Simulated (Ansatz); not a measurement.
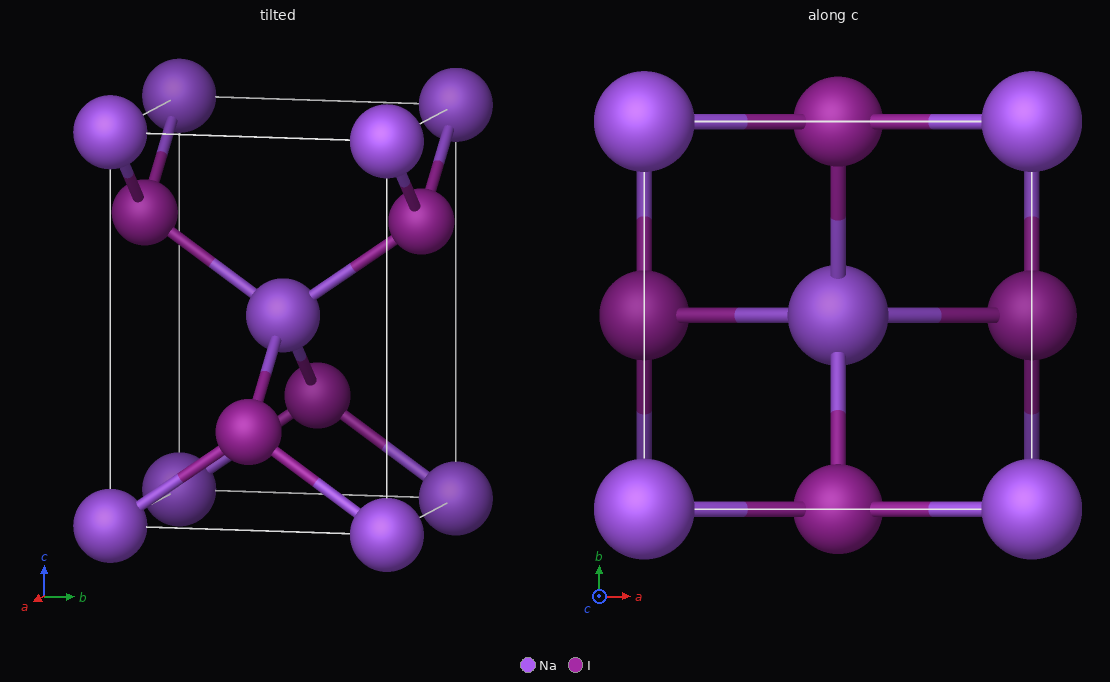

The image is a ball-and-stick drawing of a crystal, viewed slightly off an axis and along the c axis. The outline marks the conventional unit cell.

NaI, space group I-4m2 (No. 119), a = 5.011 Å, b = 5.011 Å, c = 6.980 Å, α = 90.00°, β = 90.00°, γ = 90.00°. The structure comes from a structure type filled with these elements by a generator (whether the compound takes this form wasn't checked). The cell was then strained or its atoms displaced on purpose. Ansatz was used for an electronic-structure calculation on it.

This one geometry was computed with Ansatz (DFT, plane waves, PAW) at three levels of theory: HSE06, PBE and r2SCAN. It was relaxed with r2SCAN and then strained.

**How does the band gap change with the level of theory?**

PBE: a gap of 3.84 eV, direct; r2SCAN: a gap of 4.43 eV, direct; HSE06: a gap of 4.83 eV, direct.

**Collect the results in a table.**

| level | cutoff (eV) | k-mesh of the run's cell | gap (eV) | pressure (GPa) |
| --- | --- | --- | --- | --- |
| HSE06 | 420 | 4×4×4 | 4.83 | 0.4 |
| PBE | 420 | 6×6×6 | 3.84 | 0.6 |
| r2SCAN | 500 | 6×6×6 | 4.43 | 0.2 |

Gaps are taken on the k-mesh or band path of each run.
